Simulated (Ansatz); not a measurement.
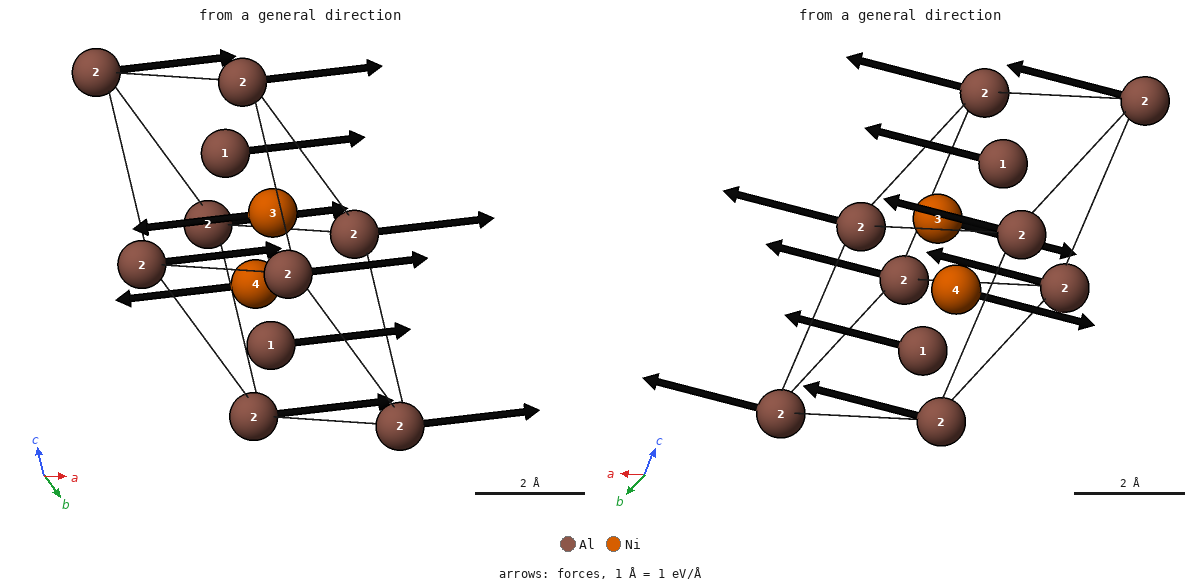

We look at a spheres-only model of the crystal from two general directions. Thin lines show the simulation cell, with boundary atoms drawn in all their periodic places. The arrows are the computed forces on the atoms.

System: AlNi. Method used: DFT r2SCAN, scalar-relativistic, plane waves, PAW (Ansatz). It ran with a 500 eV plane-wave basis, a 12×12×12 sampling of the Brillouin zone, Gaussian smearing of 0.15 eV, no spin polarisation (a spin-restricted run, not always the ground state).

### Are the atoms in equilibrium?

No. The atoms still feel forces of up to about 2.2 eV/Å, far above a usual threshold of 0.01 to 0.03 eV/Å.

### On which atom is the force largest?

Al1, Al2, Ni3 and Ni4, about 2.2 eV/Å.

### Mean force by element?

Mean magnitudes: about Al 2.2 eV/Å, Ni 2.2 eV/Å.

The initial geometry was a structure listed in the Materials Project. The cell was then strained or its atoms displaced on purpose. It was run through Ansatz as a DFT input.
